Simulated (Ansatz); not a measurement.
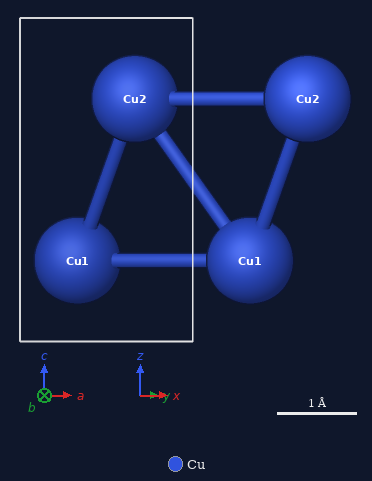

Energy scan for crystalline Cu (P6_3/mmc), in which the cell is strained equally along x and y and separately along z, with the atoms kept at their fractional coordinates. x, y and z are the Cartesian axes of the input. The picture shows the reference cell. Style: ball-and-stick. Shown: the cell of the calculation, repeated 2 × 2 × 1 with one cell outlined, along the b axis.

All numbers below come from Ansatz 0.2.0, DFT r2SCAN, scalar-relativistic, plane waves, PAW. Settings: plane-wave cutoff 500 eV; k-point mesh 24 × 24 × 12; occupations gaussian; smearing width 0.15 eV; no spin polarisation. Energies (free energies at the smearing named) are counted from the cell as listed in its source, which wasn't relaxed.

```
CELL_PARAMETERS angstrom
2.53410 0.00000 0.00000
-1.26705 2.19459 0.00000
0.00000 0.00000 4.11257
ATOMIC_POSITIONS crystal
Cu 0.33333 0.66667 0.25000
Cu 0.66667 0.33333 0.75000
```

### Predict the energy profile on a grid with rows −0.080, −0.040, 0.000, 0.040, 0.080 and columns −0.080, −0.040, 0.000, 0.040, 0.080 (strain along x and y; strain along z).

Rows: strain along x and y; columns: strain along z; values in meV/atom.

|  | −0.080 | −0.040 | 0.000 | 0.040 | 0.080 |
| --- | --- | --- | --- | --- | --- |
| −0.080 | 473 | 321 | 234 | 196 | 192 |
| −0.040 | 208 | 101 | 49 | 38 | 55 |
| 0.000 | 92 | 23 | 0 | 11 | 46 |
| 0.040 | 73 | 39 | 40 | 69 | 119 |
| 0.080 | 117 | 111 | 135 | 180 | 241 |

In pairs of (strain along x and y; strain along z): the lowest computed point lies at (0.000, 0.000) (0 meV/atom), the highest at (−0.080, −0.080) (473 meV/atom). The valley is tilted: raising the in-plane strain is made harder by raising the strain along z (cross term 0.41 of the geometric mean of the two curvatures). Over the ranges scanned the energy rises more along the first axis, the in-plane strain. The pressure runs from −20.6 GPa at (0.080, 0.080) to 76.2 GPa at (−0.080, −0.080).

As a map, interpolated between the computed points (dots):

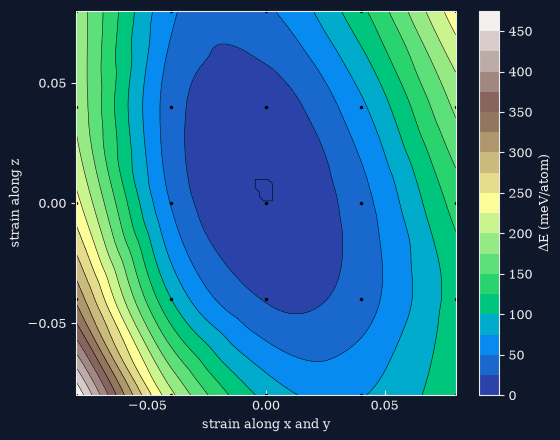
